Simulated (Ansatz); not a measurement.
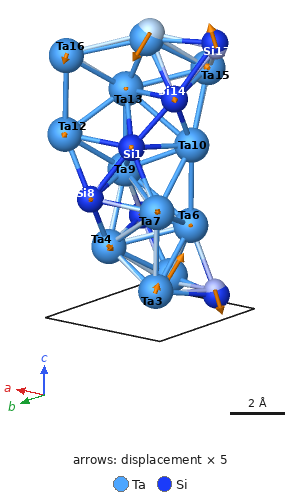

A relaxation of a slab of composition Ta$_{2}$Si (cut from the I4/mcm phase). The starting structure is drawn faded, the final one solid; orange arrows show the displacements, magnified 5 times.

Style: ball-and-stick. Shown: the cell of the calculation, outlined in the plane, without the vacuum (origin shifted), from a free direction.

The slab is the (1 0 1) face of Ta2Si.

Computed with DFT PBEsol, scalar-relativistic, plane waves, PAW in Ansatz.

Input
```yaml
crystal:
  lattice:
    - [5.0179442177, 0.0, 0.0]
    - [1.2654370599, 4.8557628875, 0.0]
    - [0.0, 0.0, 25.4139896886]
  atoms:
    - { symbol: Ta, position: [0.23292452, 0.5590569085, 0.2951130496] }
    - { symbol: Si, position: [0.6979085772, 0.6979085772, 0.3084357753] }
    - { symbol: Ta, position: [0.8367602459, 0.1628926345, 0.321758501] }
    - { symbol: Ta, position: [0.3576626267, 0.0315302381, 0.3717387395] }
    - { symbol: Si, position: [0.4965142954, 0.4965142954, 0.3850614652] }
    - { symbol: Ta, position: [0.9614983527, 0.6353659641, 0.3983841909] }
    - { symbol: Ta, position: [0.8301359563, 0.1562683449, 0.4483644294] }
    - { symbol: Si, position: [0.2951200136, 0.2951200136, 0.4616871551] }
    - { symbol: Ta, position: [0.4339716823, 0.7601040708, 0.4750098807] }
    - { symbol: Ta, position: [0.954874063, 0.6287416745, 0.5249901193] }
    - { symbol: Si, position: [0.0937257317, 0.0937257317, 0.5383128449] }
    - { symbol: Ta, position: [0.558709789, 0.2325774004, 0.5516355706] }
    - { symbol: Ta, position: [0.4273473926, 0.7534797812, 0.6016158091] }
    - { symbol: Si, position: [0.8923314499, 0.8923314499, 0.6149385348] }
    - { symbol: Ta, position: [0.0311831186, 0.3573155072, 0.6282612605] }
    - { symbol: Ta, position: [0.5520854994, 0.2259531108, 0.678241499] }
    - { symbol: Si, position: [0.6909371681, 0.6909371681, 0.6915642247] }
    - { symbol: Ta, position: [0.1559212253, 0.8297888368, 0.7048869504] }
basis:
  ecutwfc: 420
kpoints:
  mp_grid: { grid: [7, 7, 1] }
hamiltonian:
  xc: pbesol
scf:
  occupations: { method: gaussian, width: 0.1 }
output:
  forces: true
  eigenvalues: true
  write_density: true
  write_potential: true
  elf: true
  volumetric_format: npy
relax:
  adjacent_minimum: "off"
  f_tol: 0.02
  max_steps: 60
efield:
  axis: 3
  dipole_correction: true
  ramp_width: 0.04
```

Command:
```bash
ansatz run input.yaml --threads 4 --pin off --max-ram 9216MiB --backend cpu --events-out ev --progress --plain --runs-dir out
```

> What happened in the run?

The largest moves relative to the layer's centre, 0.26 Å, are those of Ta1 and Ta18. Ta18 goes at 30° to the normal (−c side). By element the largest moves are Ta 0.26 Å, Si 0.20 Å. The cell doesn't change. Some distances before and after: Ta13–Ta18 2.937 → 2.672 Å, Ta15–Ta18 3.218 → 3.026 Å, Si2–Ta6 2.620 → 2.796 Å, Si14–Si17 2.520 → 2.660 Å. After 6 geometry steps the energy has fallen by 0.994 eV per cell of the calculation. Largest force component: 2.3 eV/Å at the start, 0.012 eV/Å at the end.
